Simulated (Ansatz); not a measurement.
# AlFe: how the settings move a single-point run

Aim: see which settings change the result for AlFe, by how much, and at what cost.

Computed with Ansatz 0.2.0 (reference: DFT, PBE, PAW with Ansatz's default frozen-core files, scalar-relativistic, unless a step's input says otherwise).

## (1) The system as given

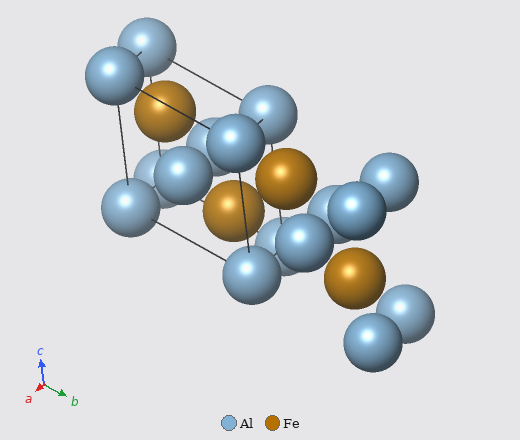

Start, viewed slightly off an axis; aluminium light blue, iron orange. 1×2×1 cells are drawn. Atoms on the faces are drawn again on the opposite ones.

As a file:

```xyz
4
Lattice="2.9100 2.9100 0.0000 2.9100 0.0000 2.9100 2.9100 0.0000 -2.9100" Properties=species:S:1:pos:R:3 pbc="T T T"
Al    0.0000    0.0000    0.0000
Al    2.9100    0.0000    0.0000
Fe    4.3650    1.4550   -1.4550
Fe    4.3650    1.4550    1.4550
```

## (2) Baseline

Input file input.yaml:

```yaml
crystal:
  lattice:
    - [2.91, 2.91, 0.0]
    - [2.91, 0.0, 2.91]
    - [2.91, 0.0, -2.91]
  atoms:
    - { symbol: Al, position: [0.0, 0.0, 0.0] }
    - { symbol: Al, position: [0.0, 0.5, 0.5] }
    - { symbol: Fe, position: [0.5, 0.25, 0.75], spin: 3.0 }
    - { symbol: Fe, position: [0.5, 0.75, 0.25], spin: 3.0 }
magnetization:
  spin_polarized: true
kpoints:
  mp_grid: { grid: [10, 10, 10] }
scf:
  occupations: { method: fermi_dirac, width: 0.1 }
  lower_state_search: "off"
hamiltonian:
  xc: pbe
  pseudopotentials: { kind: paw }
output:
  forces: true
  stress: true
  eigenvalues: true
  populations: true
  write_density: true
  write_potential: true
  elf: true
  volumetric_format: npy
```

The run is started by

```sh
$ ansatz run input.yaml --threads 2 --pin off --max-ram 6144MiB --backend cpu --events-out ev --progress --plain --runs-dir out
```

From the output:

```text
[...]
Basis set: ecut = 420 eV, 941 PW (Γ), exchange–correlation on 60×60×60 points (8 copies of the dense FFT grid, shifted against one another)
[...]
Magnetic group: BNS 221.92 (UNI 1594), of the structure as read, at distance tolerance 3.7e-5 Å
k-points: 47 of 1000
[...]
SCF iter   1: F=—  HF=-10036.996941 eV  |F-HF|=—  |Δ(HF+E_count)|=         —  Δρ=6.47e-2 (↑4.98e-2 ↓6.47e-2)  dr2=9.69e-1  dr2_m=1.38e0  M=3.841 μB ∫|m|=4.382 μB  β_m=0.30  ethr=2.57e-3  ⟨swp⟩=1.0  Hψ=13695  notcnv=0
[...]
preconditioner: auto → Kerker (q_TF=auto, 2.613 Å⁻¹)  [metal: Δε(μ)=0.020 eV  Ē_g=7.356 eV  σ=0.100 eV  W_gap=0.05  n_scr=14 (ndim 8)  ℏωp=24.8 eV  f_vac=0.000  D(μ)=5.81/eV (n_scr^D=64)]
[...]
SCF iter   2: F=—  HF=-10036.986109 eV  |F-HF|=—  |Δ(HF+E_count)|=   1.08e-2  Δρ=5.25e-2 (↑5.25e-2 ↓4.24e-2)  dr2=4.42e-1  dr2_m=9.32e-1  M=3.681 μB ∫|m|=4.255 μB  β_m=0.65  ethr=2.55e-3  ⟨swp⟩=2.0  Hψ=3238  notcnv=0
[...]
SCF iter  11: F=-10037.284803 eV  HF=-10037.284803 eV  |F-HF|=3.97e-8  |Δ(HF+E_count)|=   4.15e-7  Δρ=1.57e-5 (↑5.34e-6 ↓1.57e-5)  dr2=5.52e-8  dr2_m=4.78e-8  M=1.435 μB ∫|m|=1.664 μB  β_m=1.00  ethr=2.63e-10  ⟨swp⟩=11.4  Hψ=15928  notcnv=0
SCF iter  12: F=-10037.284803 eV  HF=-10037.284803 eV  |F-HF|=1.47e-10  |Δ(HF+E_count)|=   1.02e-8  Δρ=6.18e-7 (↑6.18e-7 ↓5.65e-7)  dr2=2.54e-10  dr2_m=7.77e-11  M=1.435 μB ∫|m|=1.664 μB  ethr=1.45e-10  ⟨swp⟩=4.5  Hψ=11591  notcnv=0
[...]
SCF converged after 12 iterations
Magnetization: 1.4347 μB (19.7173 up, 18.2827 down)
[...]
Free energy (F): -10037.284803 eV
[...]
E sigma→0 (E₀):  -10037.208487 eV
[...]
Fermi energy:    13.527985 eV
[...]
  P = ⅓ Tr σ = -5.6940 GPa (-56.940 kbar)
[...]
```

It took 5.2 s on 2 threads of Arm Neoverse V2, shared host; peak memory 0.38 GiB.

## (3) Variant: scf.algorithm direct_min

input.yaml: that of step 2 with these lines changed.

```diff
@@ -17,2 +17,3 @@
   lower_state_search: "off"
+  algorithm: direct_min
 hamiltonian:
@@ -25,5 +26 @@
   populations: true
-  write_density: true
-  write_potential: true
-  elf: true
-  volumetric_format: npy
```

The run is started by

```sh
$ ansatz run input.yaml --threads 2 --pin off --max-ram 6144MiB --backend cpu --events-out ev --progress --plain --runs-dir out
```

What it wrote, shortened:

```text
[...]
Pseudopotentials: kind: paw
Pseudopotential: Al, paw, valence charge 3, recommended cutoff 420 eV (normal)
Pseudopotential: Fe, paw, valence charge 16, recommended cutoff 420 eV (normal)
Functional definition: PBE
[...]
Crystal: 4 atoms, lattice volume = 49.284 Å³
Basis set: ecut = 420 eV, 941 PW (Γ), exchange–correlation on 60×60×60 points (8 copies of the dense FFT grid, shifted against one another)
Bands: 27, of which v1, the nominal top of the filled ones, is band 19 counted from 1 (18 counted from 0)
Symmetry: 96 space group operations
Space group: Pm-3m (ITA 221), of the structure as read, at distance tolerance 3.7e-5 Å
Magnetic group: BNS 221.92 (UNI 1594), of the structure as read, at distance tolerance 3.7e-5 Å
k-points: 47 of 1000
[...]
Starting moments: Σ|m| = 6 μB on 2 of 4 sites
[...]
SCF iter   1: F=—  HF=-10036.779056 eV  |F-HF|=—  |Δ(HF+E_count)|=         —  Δρ=7.37e-2 (↑5.79e-2 ↓7.37e-2)  dr2=1.04e0  dr2_m=1.85e0  M=3.794 μB ∫|m|=4.228 μB  β_m=0.30  ethr=2.73e-3  ⟨swp⟩=3.9  Hψ=13305  notcnv=2
[...]
spin=Collinear: Kerker preconditioning applied to the charge; magnetization (m = ρ↑ − ρ↓) channel mixes plain (no charge-response kernel on spin).
[...]
spin-set hold released at iteration 15 (site moments' squared step at or under half its running peak, from the soft ceiling on): the magnetisation degrees of freedom join the quasi-Newton model from the next iteration; the mixer history was flushed
[...]
this state was not tested for a lower state beside it, because a direct minimisation reached the state, and no test of it is asked (direct_minimisation; see scf.lower_state_search)
SCF converged after 20 iterations
Magnetization: 1.4347 μB (19.7173 up, 18.2827 down)
Absolute magnetization: 1.6640 μB (∫|ρ↑−ρ↓|, with the PAW one-centre terms)
Spin contamination: 0.0191 ħ² per cell (⟨S²⟩ above its minimum at these occupations)
Per-site moments (μB) at R_I (Å): [(-0.030687709878031218, 1.0395552440677456), (-0.03068770987803124, 1.0395552440677456), (0.7576245186699581, 1.0395552440677456), (0.7576245186699582, 1.0395552440677456)]
Free energy (F): -10037.284803 eV
[...]
E sigma→0 (E₀):  -10037.208486 eV
Entropy (-TS):   -0.152633 eV (-38.158 meV/atom)
Fermi energy:    13.527978 eV
[...]
--- Forces (eV/Å), atoms counted from 1 ---
  atom   1  Al    -0.00000000     0.00000000     0.00000000
  atom   2  Al    -0.00000000     0.00000000    -0.00000000
  atom   3  Fe     0.00000000     0.00000000     0.00000000
  atom   4  Fe     0.00000000     0.00000000     0.00000000
[...]
--- Stress (GPa, compression-positive) ---
       -5.693955       0.000000      -0.000000
        0.000000      -5.693955       0.000000
        0.000000       0.000000      -5.693955
  P = ⅓ Tr σ = -5.6940 GPa (-56.940 kbar)
--- Band table (eV; the first three rows and the last of 94) ---
[... band rows left out ...]
[...]
--- Löwdin populations: 4 sites ---
  site symbol       q [e]    m [muB]
     0     Al      3.1674    -0.0705
     1     Al      3.1674    -0.0705
     2     Fe     15.6738     0.7879
     3     Fe     15.6738     0.7879
  spilling = 0.008356 (of n_electrons = 38.000000)
```

Wall time 15 s (2 threads of Arm Neoverse V2, shared host); peak memory 0.54 GiB.

With the changed solver the energy agrees within 0.5 meV/atom.

## (4) Comparison

| run | ending | energy change | pressure (GPa) | abs. moment (μB) | force (eV/Å) | cycles | time |
| --- | --- | --- | --- | --- | --- | --- | --- |
| reference | converged | 0 | -5.7 | 1.66 | 0.00 | 12 | 5.2 s |
| 1: scf.algorithm direct_min | converged | 0.0 meV/atom | -5.7 | 1.66 | 0.00 | 20 | 15 s |

Times don't compare one to one where runs were asked for different outputs or read a saved state (see the inputs); cycles may leave out searches for a lower state.

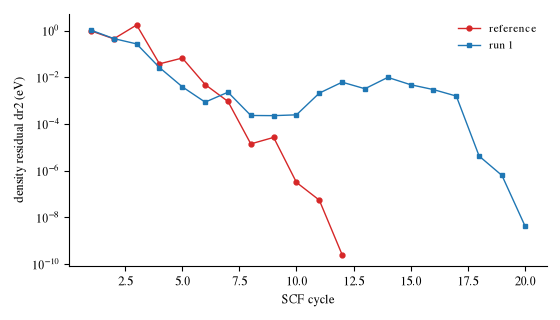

Residual by cycle in the longest SCF loop of each run; runs are numbered as in the table.

What this shows: With the changed solver the energy agrees within 0.5 meV/atom.
